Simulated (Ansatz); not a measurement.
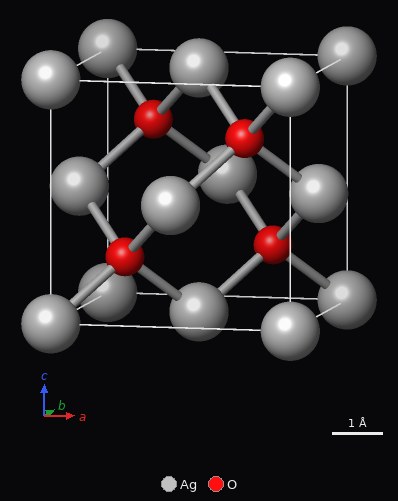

Lattice vibrations of crystalline AgO, space group F-43m (No. 216), at the zone centre. A ball-and-stick model of the conventional cell (4 times the calculation's cell), seen slightly off an axis. Lengths and directions refer to the drawn axes.

These are results of DFT PBEsol, scalar-relativistic, plane waves, PAW (Ansatz 0.2.0), not measurements.

Input
```yaml
crystal:
  lattice:
    - [0.0, 2.4780493028, 2.4780493028]
    - [2.4780493028, 0.0, 2.4780493028]
    - [2.4780493028, 2.4780493028, 0.0]
  atoms:
    - { symbol: Ag, position: [0.0, 0.0, 0.0] }
    - { symbol: O, position: [0.75, 0.75, 0.75] }
basis:
  ecutwfc: 420
kpoints:
  mp_grid: { grid: [14, 14, 14] }
hamiltonian:
  xc: pbesol
scf:
  occupations: { method: fermi_dirac, width: 0.15 }
output:
  eigenvalues: true
phonons:
  method: dfpt
  eigenvectors: true
```

Launched with:
```bash
ansatz run input.yaml --threads 1 --pin off --max-ram 3072MiB --backend cpu --events-out ev --progress --plain --runs-dir out
```

The frequencies depend somewhat on the k-mesh and the smearing.

Which optical modes does it have, at what frequencies, and is it stable there?

The calculation's cell holds 2 atoms, so there are 3 optical modes, in 1 level. The optical modes span T₂. No level is unstable.

| level | symmetry | frequency (cm⁻¹) | activity |
| --- | --- | --- | --- |
| 1 | T₂ | 233 | infrared- and Raman-active |

The crystal is a metal, so free carriers screen the infrared response.

The displacement patterns (one member of each degenerate set):

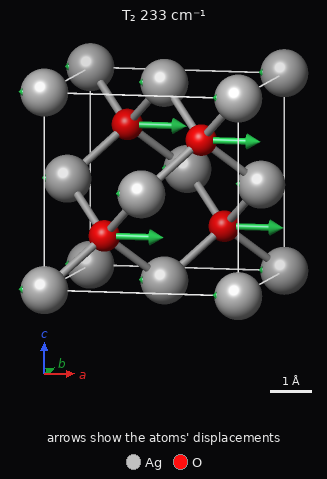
